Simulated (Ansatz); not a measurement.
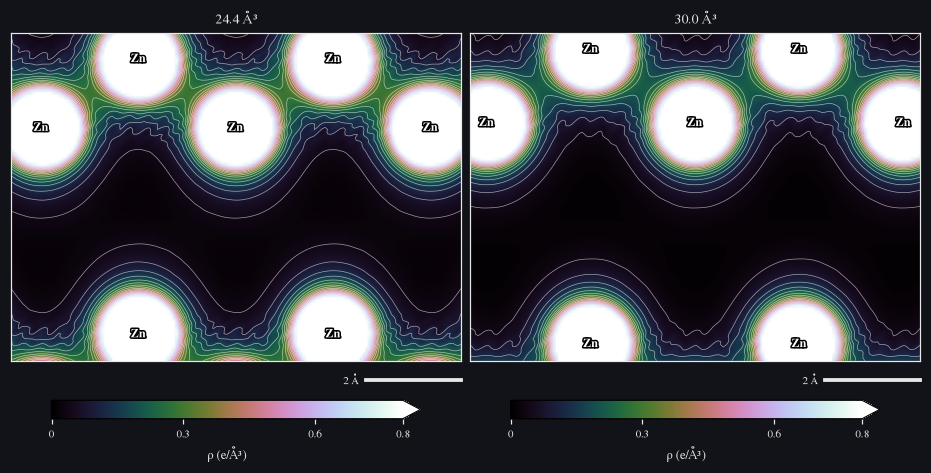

Zn. The valence charge density (pseudo) of cells scaled evenly to different volumes (given per atom above each panel), on the (011̄) plane of each (indices in the axes of the cell below), at one length scale and on one colour scale.

A generated structure, not necessarily the stable one.

Computed with DFT, BLYP, plane waves (420 eV) with PAW, scalar-relativistic (Ansatz 0.2.0).

Core electrons are frozen (PAW), and the valence fields are smoothed inside the atomic spheres.

The largest cell:

```cif
data_structure
_symmetry_space_group_name_H-M 'P 1'
_symmetry_Int_Tables_number 1
_cell_length_a 4.3940
_cell_length_b 4.3940
_cell_length_c 4.3940
_cell_angle_alpha 60.000
_cell_angle_beta 60.000
_cell_angle_gamma 60.000
_cell_volume 59.99
loop_
_atom_site_label
_atom_site_type_symbol
_atom_site_fract_x
_atom_site_fract_y
_atom_site_fract_z
_atom_site_occupancy
Zn1 Zn 0.12500 0.12500 0.12500 1
Zn2 Zn 0.87500 0.87500 0.87500 1
```

| volume (Å³/atom) | Zn–Zn contact in the plane (Å) | ρ at its midpoint (e/Å³) | pressure (GPa) | 
| --- | --- | --- | --- |
| 24.44 | 2.513 | 0.287 | 2.9 | 
| 28.88 | 2.657 | ? | ? | 
| 29.99 | 2.691 | 0.218 | −1.0 | 

What values belong in the row with question marks?

Answer. Over the known rows ln ρ falls by 1.54 per Å of Zn–Zn distance (the line through the two), which gives 0.230 e/Å³ at 2.657 Å; the calculation gives 0.229 e/Å³. For the pressure, a straight line in volume between the neighbouring rows gives −0.2 GPa; the calculation gives −0.6, lower because pressure rises ever faster on compression.
